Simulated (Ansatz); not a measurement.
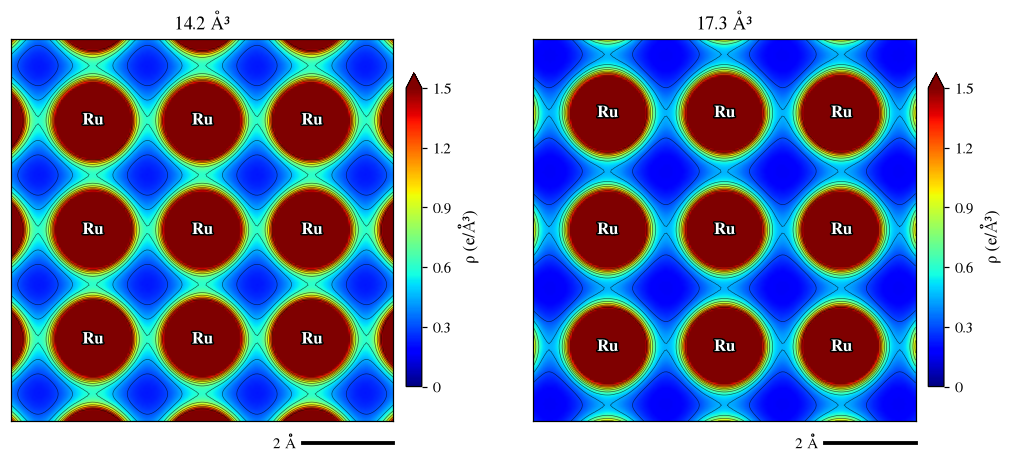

Ru. The valence electron density of cells scaled evenly to different volumes (given per atom above each panel), on the (010) plane of each (indices in the axes of the cell below), at one length scale and on one colour scale.

A generated structure, not necessarily the stable one; the program warned that a starting moment wasn't kept; spin-polarised, but the moments vanished.

All numbers below come from DFT, r2SCAN, plane waves (500 eV) with PAW, scalar-relativistic in Ansatz.

The density is the valence pseudo-density of a PAW calculation; it isn't the true density close to the nuclei.

The largest cell:

```xyz
1
Lattice="2.5863 0.0000 0.0000 0.0000 2.5863 0.0000 0.0000 0.0000 2.5863" Properties=species:S:1:pos:R:3 pbc="T T T"
Ru    0.0000    0.0000    0.0000
```

| volume (Å³/atom) | Ru–Ru contact in the plane (Å) | ρ at its midpoint (e/Å³) | pressure (GPa) | 
| --- | --- | --- | --- |
| 14.21 | 2.422 | 0.606 | 24.5 | 
| 16.06 | 2.523 | ? | ? | 
| 17.30 | 2.586 | 0.453 | −20.7 | 

**Estimate the missing row, and compare with the calculation.**

Over the known rows ln ρ falls by 1.77 per Å of Ru–Ru distance (the line through the two), which gives 0.507 e/Å³ at 2.523 Å; the calculation gives 0.506 e/Å³. For the pressure, a straight line in volume between the neighbouring rows gives −2.6 GPa; the calculation gives −8.4, lower because pressure rises ever faster on compression.
